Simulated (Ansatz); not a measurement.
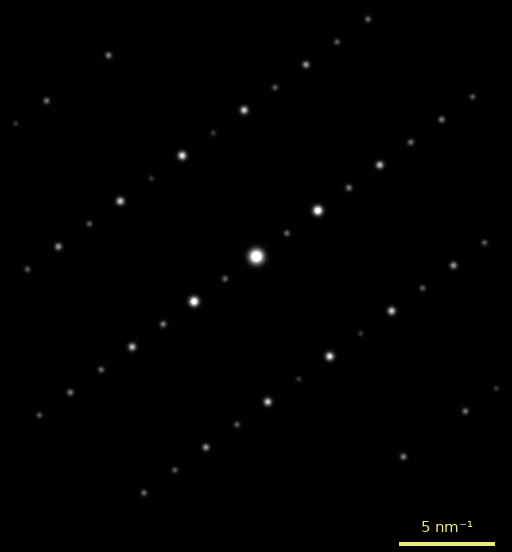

Kinematic zone-axis pattern, calculated for 200 keV electrons with B = 0.8 Å².

Phase: W, space group Fmmm (No. 69), a = 3.05 Å, b = 4.39 Å, c = 9.87 Å. Structure: the end point of a relaxation with Ansatz, DFT PBEsol, scalar-relativistic, plane waves, PAW; the starting structure was generated, so it need not be a known form of this composition.

| atom | site | symmetry | x | y | z |
| --- | --- | --- | --- | --- | --- |
| W | 8i | mm2 | 0.5000 | 0.0000 | 0.3667 |

Question: Measure the pattern against the scale bar and name the zone.

Answer: The spots form a rectangular net whose two shortest vectors correspond to d = 4.94 Å and 1.52 Å, 90.0° apart. They index as 0 0 2 and 2 0 0, so the zone axis is [010].

Question: Which reflections of this zone are missing, and why?

Answer: The lattice centring (F) removes all reflections that break h + k = 2n, h + l = 2n.

Question: List the strongest reflections.

Answer: Strongest reflections with d > 0.80 Å, one of each family (|F|² from tabulated Gaussian fits of the electron scattering factors, times a small damping for the curvature of the Ewald sphere):

```json
{"hkl": "0 0 4", "d (Å)": "2.469", "I (strongest = 100)": "100"}
{"hkl": "2 0 0", "d (Å)": "1.523", "I (strongest = 100)": "41"}
{"hkl": "2 0 4", "d (Å)": "1.296", "I (strongest = 100)": "27"}
{"hkl": "0 0 8", "d (Å)": "1.234", "I (strongest = 100)": "21"}
{"hkl": "2 0 8", "d (Å)": "0.959", "I (strongest = 100)": "10"}
{"hkl": "0 0 6", "d (Å)": "1.646", "I (strongest = 100)": "5"}
```
